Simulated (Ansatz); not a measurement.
Single-point calculation of TaN (part 1 of 4)

TaN (P6₃/mmc, 4 atoms in the cell), computed with DFT PBEsol+U, scalar-relativistic, plane waves, PAW, Ueff = 4 eV on Ta atom 1 d; Ueff = 4 eV on Ta atom 2 d, spin-polarised (Ansatz 0.2.0).

The structure derives from an entry of the Crystallography Open Database. It belongs to a series of runs on one base structure; here: from atoms, default search. Figures and captions count atoms from 1; the log counts them from 0 in places.

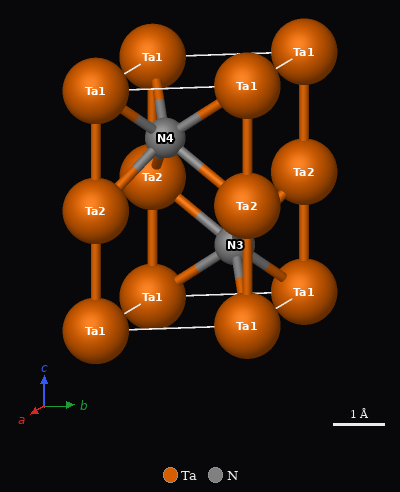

The structure (ball-and-stick view of the cell of the calculation, seen slightly off an axis; atoms are numbered from 1 in the order of the input). Near neighbours in the crystal (not all of them lie inside the picture): Ta has 6 N at 2.15 Å and 2 Ta at 2.46 Å; N has 6 Ta at 2.15 Å.

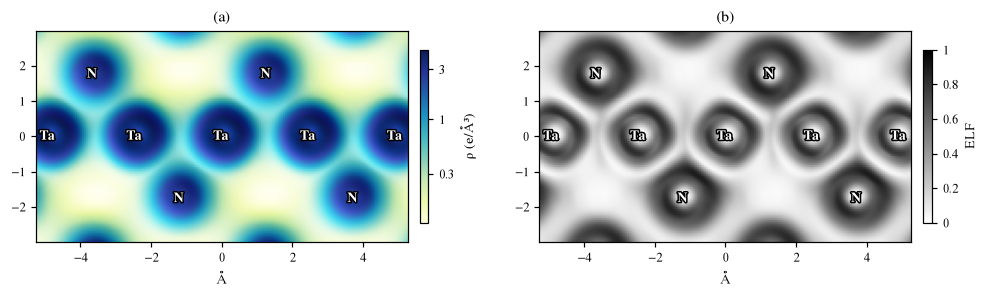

(a) valence pseudo-density; (b) ELF on the (110) plane of the conventional cell. The plane passes through Ta and N nuclei. Ta–N (2.15 Å): ρ at the midpoint is about 0.62 e/Å³; the ELF is about 0.15 at the midpoint (no shared pair; the contact is polar). Ta–Ta (2.46 Å): ρ at the midpoint is about 0.62 e/Å³; the ELF is about 0.30 at the midpoint (no shared electron pair). Away from the nuclei the density in this plane falls to 0.1 e/Å³ at its lowest. The strong features right at Ta lie inside the PAW spheres (semicore, d or f shells) and say nothing about bonding. Core electrons are frozen (PAW), so the fields are smoothed inside the atomic spheres.

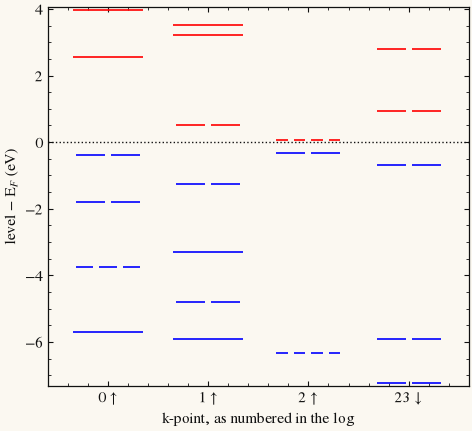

Kohn–Sham levels near the Fermi level (dotted) at the few k-points that the log prints; levels within 0.02 eV of each other stand side by side. The system is metallic on the full mesh.

These pictures come from the run below.

## Input file
```yaml
crystal:
  lattice:
    - [3.04800184, 0.0, 0.0]
    - [-1.52400092, 2.63964703, 0.0]
    - [0.0, 0.0, 4.91799978]
  atoms:
    - { symbol: Ta, position: [0.0, 0.0, 0.0], spin: 2.0 }
    - { symbol: Ta, position: [0.0, 0.0, 0.5], spin: 2.0 }
    - { symbol: "N", position: [0.3333333333, 0.6666666667, 0.25] }
    - { symbol: "N", position: [0.6666666667, 0.3333333333, 0.75] }
basis:
  ecutwfc: 420
  ecutrho_ratio: 4
kpoints:
  mp_grid: { grid: [7, 7, 4] }
hamiltonian:
  xc: pbesol
  hubbard:
    sites: [{ site: 0, l: d, u_eff: 4.0 }, { site: 1, l: d, u_eff: 4.0 }]
scf:
  occupations: { method: gaussian, width: 0.05 }
output:
  forces: true
  stress: true
  eigenvalues: true
  populations: true
  hubbard: { sites: [{ site: 0, l: d }, { site: 1, l: d }] }
  write_density: true
  write_potential: true
  elf: true
  volumetric_format: npy
magnetization:
  spin_polarized: true
```

Launch command:
```bash
ansatz run input.yaml --threads 2 --pin off --max-ram 3072MiB --backend cpu --events-out ev --progress --plain --runs-dir out
```

## What the program printed
```
Ta: projections on atomic orbitals take those of the free atom [Kr 4d10 4f14] 5s2 5p6 5d3 6s2, of charge +0.00 (hamiltonian.pseudopotentials.projection_atoms); the dataset's partial waves leave at most 6.0e-5 of an orbital's norm unspanned inside its sphere
N: projections on atomic orbitals take those of the free atom [He] 2s2 2p3, of charge +0.00 (hamiltonian.pseudopotentials.projection_atoms); the dataset's partial waves leave at most 9.3e-9 of an orbital's norm unspanned inside its sphere
Engine: ansatz 0.2.0, aarch64-unknown-linux-gnu
Pseudopotentials: kind: paw
Pseudopotential: Ta, paw, valence charge 13, recommended cutoff 420 eV (normal), Ta.paw.azcp
Pseudopotential: N, paw, valence charge 5, recommended cutoff 420 eV (normal), N.paw.azcp
Functional definition: PBEsol
  exchange = pbesol_x
  correlation = pbesol_c
Crystal: 4 atoms, lattice volume = 39.569 Å³
Basis set: ecut = 420 eV, 785 PW (Γ), exchange–correlation on 48×48×72 points (8 copies of the dense FFT grid, shifted against one another)
Bands: 24, of which v1, the nominal top of the filled ones, is band 18 counted from 1 (17 counted from 0)
Symmetry: 24 space group operations
Space group: P63/mmc (ITA 194), of the structure as read, at distance tolerance 3.4e-5 Å
Magnetic group: BNS 194.263 (UNI 1493), of the structure as read, at distance tolerance 3.4e-5 Å
k-points: 24 of 196
Non-local potential: Ta, projectors of the file, l = 0: 3, l = 1: 2, l = 2: 2, l = 3: 1
Non-local potential: N, projectors of the file, l = 0: 2, l = 1: 2, l = 2: 1
PAW form: soft (Blöchl's): semilocal exchange-correlation on the pseudo side does not see the compensation charge
PAW frozen core: Ta, regenerated for the run's functional, and the local potential with it (the file was generated under x = pbe(κ = 0.804, μ = 0.2195149727645171), c = pbe(β = 0.06672455060314922))
PAW frozen core: N, regenerated for the run's functional, and the local potential with it (the file was generated under x = pbe(κ = 0.804, μ = 0.2195149727645171), c = pbe(β = 0.06672455060314922))
PAW one-centre angular grid: Ta, 590 points (default); XC on 64 Gauss nodes
PAW one-centre angular grid: N, 110 points (default); XC on 64 Gauss nodes
Initial density: superposition of atomic densities (chi_scale 0.1, normalization cell, long waves kept (reshape's long-wave potential 0.00 eV rms))
Starting moments: Σ|m| = 4 μB on 2 of 4 sites
Initial wavefunctions: pseudopotential atomic-orbital guess
Functional: x = pbesol(κ = 0.804, μ = 0.12345679012345678), c = pbesol(β = 0.046)
SCF iter   1: F=—  HF=-20361.419600 eV  |F-HF|=—  |Δ(HF+E_count)|=         —  Δρ=7.93e-2 (↑6.86e-2 ↓7.93e-2)  dr2=2.05e0  dr2_m=1.52e0  M=2.010 μB ∫|m|=2.211 μB  β_m=0.30  ethr=3.10e-3  ⟨swp⟩=6.0  Hψ=5289  notcnv=0
preconditioner: auto → Kerker (q_TF=auto, 2.686 Å⁻¹)  [metal: Δε(μ)=0.021 eV  Ē_g=11.605 eV  σ=0.050 eV  W_gap=0.23  n_scr=10 (ndim 8)  ℏωp=26.4 eV  f_vac=0.000  D(μ)=2.59/eV (n_scr^D=22)]
spin=Collinear: Kerker preconditioning applied to the charge; magnetization (m = ρ↑ − ρ↓) channel mixes plain (no charge-response kernel on spin).
SCF iter   2: F=—  HF=-20361.844941 eV  |F-HF|=—  |Δ(HF+E_count)|=   4.25e-1  Δρ=5.81e-2 (↑4.90e-2 ↓5.81e-2)  dr2=8.50e-1  dr2_m=8.33e-1  M=1.837 μB ∫|m|=2.010 μB  β_m=0.30  ethr=3.10e-3  ⟨swp⟩=2.0  Hψ=1695  notcnv=0  defer=57
preconditioner: auto → none  [insulator: Δε(μ)=0.121 eV  Ē_g=11.373 eV  σ=0.050 eV  W_gap=0.56  n_scr=10 (ndim 8)  ℏωp=26.4 eV  f_vac=0.000  D(μ)=2.53/eV (n_scr^D=22)  ε∞_Penn≈6.4]
SCF iter   3: F=—  HF=-20362.058356 eV  |F-HF|=—  |Δ(HF+E_count)|=   2.13e-1  Δρ=3.84e-2 (↑3.49e-2 ↓3.84e-2)  dr2=8.82e-2  dr2_m=4.57e-1  M=1.715 μB ∫|m|=1.858 μB  β_m=0.30  ethr=2.36e-3  ⟨swp⟩=2.1  Hψ=1714  notcnv=0  defer=60
SCF iter   4: F=—  HF=-20362.278473 eV  |F-HF|=—  |Δ(HF+E_count)|=   2.20e-1  Δρ=2.78e-2 (↑2.78e-2 ↓2.70e-2)  dr2=5.90e-3  dr2_m=2.69e-1  M=1.557 μB ∫|m|=1.683 μB  β_m=0.30  ethr=2.45e-4  ⟨swp⟩=3.0  Hψ=2436  notcnv=0  defer=71
SCF iter   5: F=—  HF=-20362.422751 eV  |F-HF|=—  |Δ(HF+E_count)|=   1.44e-1  Δρ=2.09e-2 (↑2.09e-2 ↓2.09e-2)  dr2=3.28e-4  dr2_m=1.59e-1  M=1.430 μB ∫|m|=1.548 μB  β_m=0.30  ethr=1.64e-5  ⟨swp⟩=2.0  Hψ=1906  notcnv=0  defer=71
SCF iter   6: F=—  HF=-20362.510337 eV  |F-HF|=—  |Δ(HF+E_count)|=   8.76e-2  Δρ=1.55e-2 (↑1.54e-2 ↓1.55e-2)  dr2=2.79e-4  dr2_m=8.67e-2  M=1.397 μB ∫|m|=1.488 μB  β_m=0.30  ethr=9.10e-7  ⟨swp⟩=3.0  Hψ=2234  notcnv=0  defer=71
SCF iter   7: F=—  HF=-20362.559802 eV  |F-HF|=—  |Δ(HF+E_count)|=   4.95e-2  Δρ=1.18e-2 (↑1.18e-2 ↓1.16e-2)  dr2=8.38e-5  dr2_m=4.97e-2  M=1.355 μB ∫|m|=1.427 μB  β_m=0.30  ethr=7.74e-7  ⟨swp⟩=3.1  Hψ=2283  notcnv=0  defer=69
Mixer restart at iter 7: flushing history
spin-set hold released at iteration 7 (site moments contracting): the magnetisation degrees of freedom join the quasi-Newton model from the next iteration; the mixer history was flushed
SCF iter   8: F=—  HF=-20362.590290 eV  |F-HF|=—  |Δ(HF+E_count)|=   3.05e-2  Δρ=9.44e-3 (↑9.12e-3 ↓9.44e-3)  dr2=4.12e-4  dr2_m=3.11e-2  M=1.287 μB ∫|m|=1.354 μB  β_m=0.58  ethr=2.33e-7  ⟨swp⟩=3.0  Hψ=2235  notcnv=0  defer=69
SCF iter   9: F=—  HF=-20362.642609 eV  |F-HF|=—  |Δ(HF+E_count)|=   5.23e-2  Δρ=5.09e-3 (↑5.09e-3 ↓1.37e-3)  dr2=1.66e-2  dr2_m=1.43e-3  M=1.191 μB ∫|m|=1.205 μB  β_m=0.50  ethr=2.33e-7  ⟨swp⟩=4.3  Hψ=3313  notcnv=0  defer=69
SCF iter  10: F=—  HF=-20362.639773 eV  |F-HF|=—  |Δ(HF+E_count)|=   2.84e-3  Δρ=1.94e-3 (↑1.27e-3 ↓1.94e-3)  dr2=3.74e-4  dr2_m=8.92e-4  M=1.106 μB ∫|m|=1.126 μB  β_m=0.68  ethr=2.33e-7  ⟨swp⟩=3.2  Hψ=2863  notcnv=0  defer=64
SCF iter  11: F=—  HF=-20362.642288 eV  |F-HF|=—  |Δ(HF+E_count)|=   2.52e-3  Δρ=1.48e-3 (↑1.36e-3 ↓1.48e-3)  dr2=7.86e-5  dr2_m=7.15e-4  M=1.040 μB ∫|m|=1.059 μB  β_m=0.84  ethr=2.33e-7  ⟨swp⟩=2.5  Hψ=2156  notcnv=0  defer=64
SCF iter  12: F=—  HF=-20362.649417 eV  |F-HF|=—  |Δ(HF+E_count)|=   7.13e-3  Δρ=2.53e-3 (↑2.53e-3 ↓2.36e-3)  dr2=1.16e-4  dr2_m=2.13e-3  M=0.845 μB ∫|m|=0.872 μB  β_m=0.92  ethr=2.18e-7  ⟨swp⟩=3.0  Hψ=2322  notcnv=0  defer=64  recentre
SCF iter  13: F=—  HF=-20362.649023 eV  |F-HF|=—  |Δ(HF+E_count)|=   3.94e-4  Δρ=2.46e-3 (↑2.46e-3 ↓2.29e-3)  dr2=1.26e-4  dr2_m=2.00e-3  M=0.857 μB ∫|m|=0.883 μB  β_m=0.96  ethr=2.18e-7  ⟨swp⟩=1.2  Hψ=1165  notcnv=0  defer=59
SCF iter  14: F=—  HF=-20362.641770 eV  |F-HF|=—  |Δ(HF+E_count)|=   7.25e-3  Δρ=1.78e-3 (↑1.67e-3 ↓1.78e-3)  dr2=1.79e-4  dr2_m=1.03e-3  M=1.059 μB ∫|m|=1.074 μB  β_m=0.98  ethr=2.18e-7  ⟨swp⟩=2.7  Hψ=2108  notcnv=0  defer=59
SCF iter  15: F=—  HF=-20362.638818 eV  |F-HF|=—  |Δ(HF+E_count)|=   2.95e-3  Δρ=1.45e-3 (↑9.04e-4 ↓1.45e-3)  dr2=7.64e-4  dr2_m=3.68e-4  M=1.206 μB ∫|m|=1.217 μB  β_m=0.97  ethr=2.18e-7  ⟨swp⟩=2.5  Hψ=2111  notcnv=0  defer=59
SCF iter  16: F=—  HF=-20362.637518 eV  |F-HF|=—  |Δ(HF+E_count)|=   1.30e-3  Δρ=8.76e-4 (↑8.71e-4 ↓8.76e-4)  dr2=1.19e-5  dr2_m=2.71e-4  M=1.247 μB ∫|m|=1.260 μB  β_m=0.60  ethr=2.18e-7  ⟨swp⟩=2.5  Hψ=2202  notcnv=0  defer=59
SCF iter  17: F=—  HF=-20362.634488 eV  |F-HF|=—  |Δ(HF+E_count)|=   3.03e-3  Δρ=2.02e-3 (↑2.02e-3 ↓1.92e-3)  dr2=1.42e-4  dr2_m=1.37e-3  M=1.255 μB ∫|m|=1.272 μB  β_m=0.89  ethr=3.31e-8  ⟨swp⟩=3.1  Hψ=2417  notcnv=0  defer=59  recentre
SCF iter  18: F=—  HF=-20362.637991 eV  |F-HF|=—  |Δ(HF+E_count)|=   3.50e-3  Δρ=8.18e-4 (↑8.18e-4 ↓7.88e-4)  dr2=1.41e-4  dr2_m=2.01e-4  M=1.238 μB ∫|m|=1.250 μB  β_m=0.89  ethr=3.31e-8  ⟨swp⟩=3.1  Hψ=2492  notcnv=0  defer=59
SCF iter  19: F=—  HF=-20362.637881 eV  |F-HF|=—  |Δ(HF+E_count)|=   1.10e-4  Δρ=8.08e-4 (↑8.08e-4 ↓7.84e-4)  dr2=9.40e-6  dr2_m=2.27e-4  M=1.241 μB ∫|m|=1.253 μB  β_m=0.94  ethr=3.31e-8  ⟨swp⟩=2.2  Hψ=1664  notcnv=0  defer=58
SCF iter  20: F=—  HF=-20362.638462 eV  |F-HF|=—  |Δ(HF+E_count)|=   5.81e-4  Δρ=7.08e-4 (↑7.08e-4 ↓6.84e-4)  dr2=2.47e-5  dr2_m=1.70e-4  M=1.220 μB ∫|m|=1.232 μB  β_m=0.24  ethr=2.61e-8  ⟨swp⟩=2.0  Hψ=1971  notcnv=0  defer=58
SCF iter  21: F=—  HF=-20362.638089 eV  |F-HF|=—  |Δ(HF+E_count)|=   3.73e-4  Δρ=7.54e-4 (↑7.54e-4 ↓7.48e-4)  dr2=4.24e-5  dr2_m=1.95e-4  M=1.235 μB ∫|m|=1.247 μB  β_m=0.39  ethr=2.61e-8  ⟨swp⟩=2.1  Hψ=1978  notcnv=0  defer=58
SCF iter  22: F=—  HF=-20362.638877 eV  |F-HF|=—  |Δ(HF+E_count)|=   7.88e-4  Δρ=7.48e-4 (↑7.32e-4 ↓7.48e-4)  dr2=7.77e-5  dr2_m=1.82e-4  M=1.197 μB ∫|m|=1.209 μB  β_m=0.61  ethr=2.61e-8  ⟨swp⟩=2.6  Hψ=2118  notcnv=0  defer=58
SCF iter  23: F=—  HF=-20362.640410 eV  |F-HF|=—  |Δ(HF+E_count)|=   1.53e-3  Δρ=1.24e-3 (↑1.22e-3 ↓1.24e-3)  dr2=2.24e-4  dr2_m=5.01e-4  M=1.111 μB ∫|m|=1.125 μB  β_m=0.69  ethr=2.61e-8  ⟨swp⟩=3.0  Hψ=2311  notcnv=0  defer=58  recentre
SCF iter  24: F=—  HF=-20362.640404 eV  |F-HF|=—  |Δ(HF+E_count)|=   6.80e-6  Δρ=1.24e-3 (↑1.22e-3 ↓1.24e-3)  dr2=2.19e-4  dr2_m=5.01e-4  M=1.111 μB ∫|m|=1.126 μB  β_m=0.35  ethr=2.61e-8  ⟨swp⟩=1.0  Hψ=1118  notcnv=0  defer=58
SCF iter  25: F=—  HF=-20362.638883 eV  |F-HF|=—  |Δ(HF+E_count)|=   1.52e-3  Δρ=7.44e-4 (↑7.21e-4 ↓7.44e-4)  dr2=6.70e-5  dr2_m=1.81e-4  M=1.197 μB ∫|m|=1.209 μB  β_m=0.96  ethr=2.61e-8  ⟨swp⟩=3.0  Hψ=2343  notcnv=0  defer=58
SCF iter  26: F=—  HF=-20362.636648 eV  |F-HF|=—  |Δ(HF+E_count)|=   2.24e-3  Δρ=1.31e-3 (↑1.27e-3 ↓1.31e-3)  dr2=2.39e-4  dr2_m=5.56e-4  M=1.253 μB ∫|m|=1.266 μB  β_m=0.64  ethr=2.61e-8  ⟨swp⟩=3.6  Hψ=2746  notcnv=0  defer=58  recentre
SCF iter  27: F=—  HF=-20362.636864 eV  |F-HF|=—  |Δ(HF+E_count)|=   2.17e-4  Δρ=1.22e-3 (↑1.18e-3 ↓1.22e-3)  dr2=2.01e-4  dr2_m=4.82e-4  M=1.253 μB ∫|m|=1.265 μB  β_m=0.95  ethr=2.61e-8  ⟨swp⟩=2.2  Hψ=1709  notcnv=0  defer=58
SCF iter  28: F=—  HF=-20362.636196 eV  |F-HF|=—  |Δ(HF+E_count)|=   6.68e-4  Δρ=1.48e-3 (↑1.44e-3 ↓1.48e-3)  dr2=3.08e-4  dr2_m=7.10e-4  M=1.254 μB ∫|m|=1.268 μB  β_m=0.05  ethr=2.61e-8  ⟨swp⟩=2.0  Hψ=1874  notcnv=0  defer=58
SCF iter  29: F=—  HF=-20362.637013 eV  |F-HF|=—  |Δ(HF+E_count)|=   8.17e-4  Δρ=1.15e-3 (↑1.11e-3 ↓1.15e-3)  dr2=1.70e-4  dr2_m=4.29e-4  M=1.252 μB ∫|m|=1.264 μB  β_m=0.87  ethr=2.61e-8  ⟨swp⟩=2.2  Hψ=1969  notcnv=0  defer=58
SCF iter  30: F=—  HF=-20362.638003 eV  |F-HF|=—  |Δ(HF+E_count)|=   9.89e-4  Δρ=7.92e-4 (↑7.67e-4 ↓7.92e-4)  dr2=8.88e-5  dr2_m=2.01e-4  M=1.238 μB ∫|m|=1.249 μB  β_m=0.93  ethr=2.61e-8  ⟨swp⟩=2.6  Hψ=2141  notcnv=0  defer=58
SCF iter  31: F=—  HF=-20362.638927 eV  |F-HF|=—  |Δ(HF+E_count)|=   9.24e-4  Δρ=7.64e-4 (↑7.46e-4 ↓7.64e-4)  dr2=7.93e-5  dr2_m=1.90e-4  M=1.194 μB ∫|m|=1.206 μB  β_m=0.97  ethr=2.61e-8  ⟨swp⟩=2.8  Hψ=2219  notcnv=0  defer=58
SCF iter  32: F=—  HF=-20362.637780 eV  |F-HF|=—  |Δ(HF+E_count)|=   1.15e-3  Δρ=8.62e-4 (↑8.33e-4 ↓8.62e-4)  dr2=9.80e-5  dr2_m=2.39e-4  M=1.243 μB ∫|m|=1.255 μB  β_m=0.31  ethr=2.61e-8  ⟨swp⟩=2.9  Hψ=2311  notcnv=0  defer=58
SCF iter  33: F=—  HF=-20362.638505 eV  |F-HF|=—  |Δ(HF+E_count)|=   7.25e-4  Δρ=7.16e-4 (↑6.91e-4 ↓7.16e-4)  dr2=8.98e-5  dr2_m=1.61e-4  M=1.218 μB ∫|m|=1.230 μB  β_m=0.49  ethr=2.61e-8  ⟨swp⟩=2.6  Hψ=2094  notcnv=0  defer=58
SCF iter  34: F=—  HF=-20362.640074 eV  |F-HF|=—  |Δ(HF+E_count)|=   1.57e-3  Δρ=1.14e-3 (↑1.12e-3 ↓1.14e-3)  dr2=1.89e-4  dr2_m=4.24e-4  M=1.127 μB ∫|m|=1.141 μB  β_m=0.29  ethr=2.61e-8  ⟨swp⟩=3.1  Hψ=2423  notcnv=0  defer=58  recentre
SCF iter  35: F=—  HF=-20362.638626 eV  |F-HF|=—  |Δ(HF+E_count)|=   1.45e-3  Δρ=7.21e-4 (↑7.04e-4 ↓7.21e-4)  dr2=7.39e-5  dr2_m=1.69e-4  M=1.212 μB ∫|m|=1.223 μB  β_m=0.28  ethr=2.61e-8  ⟨swp⟩=2.9  Hψ=2370  notcnv=0  defer=58
SCF iter  36: F=—  HF=-20362.638266 eV  |F-HF|=—  |Δ(HF+E_count)|=   3.60e-4  Δρ=7.34e-4 (↑7.11e-4 ↓7.34e-4)  dr2=7.35e-5  dr2_m=1.74e-4  M=1.229 μB ∫|m|=1.240 μB  β_m=0.16  ethr=2.61e-8  ⟨swp⟩=2.0  Hψ=1934  notcnv=0  defer=58
SCF iter  37: F=—  HF=-20362.637646 eV  |F-HF|=—  |Δ(HF+E_count)|=   6.20e-4  Δρ=9.05e-4 (↑8.73e-4 ↓9.05e-4)  dr2=1.02e-4  dr2_m=2.64e-4  M=1.245 μB ∫|m|=1.257 μB  β_m=0.18  ethr=2.61e-8  ⟨swp⟩=2.4  Hψ=2074  notcnv=0  defer=58
SCF iter  38: F=—  HF=-20362.636721 eV  |F-HF|=—  |Δ(HF+E_count)|=   9.25e-4  Δρ=1.29e-3 (↑1.25e-3 ↓1.29e-3)  dr2=2.28e-4  dr2_m=5.35e-4  M=1.253 μB ∫|m|=1.266 μB  β_m=0.01  ethr=2.61e-8  ⟨swp⟩=2.5  Hψ=2104  notcnv=0  defer=58
SCF iter  39: F=—  HF=-20362.637092 eV  |F-HF|=—  |Δ(HF+E_count)|=   3.72e-4  Δρ=1.12e-3 (↑1.08e-3 ↓1.12e-3)  dr2=1.51e-4  dr2_m=4.04e-4  M=1.251 μB ∫|m|=1.264 μB  β_m=0.03  ethr=2.61e-8  ⟨swp⟩=2.5  Hψ=1975  notcnv=0  defer=58
SCF iter  40: F=—  HF=-20362.638340 eV  |F-HF|=—  |Δ(HF+E_count)|=   1.25e-3  Δρ=7.27e-4 (↑7.05e-4 ↓7.27e-4)  dr2=7.43e-5  dr2_m=1.70e-4  M=1.226 μB ∫|m|=1.237 μB  β_m=0.05  ethr=2.61e-8  ⟨swp⟩=2.9  Hψ=2270  notcnv=0  defer=58
SCF iter  41: F=—  HF=-20362.637670 eV  |F-HF|=—  |Δ(HF+E_count)|=   6.70e-4  Δρ=8.99e-4 (↑8.69e-4 ↓8.99e-4)  dr2=1.04e-4  dr2_m=2.61e-4  M=1.245 μB ∫|m|=1.257 μB  β_m=0.02  ethr=2.61e-8  ⟨swp⟩=2.5  Hψ=2093  notcnv=0  defer=58
SCF iter  42: F=—  HF=-20362.638613 eV  |F-HF|=—  |Δ(HF+E_count)|=   9.42e-4  Δρ=7.31e-4 (↑7.04e-4 ↓7.31e-4)  dr2=8.11e-5  dr2_m=1.70e-4  M=1.212 μB ∫|m|=1.224 μB  β_m=0.03  ethr=2.61e-8  ⟨swp⟩=2.7  Hψ=2214  notcnv=0  defer=58
```
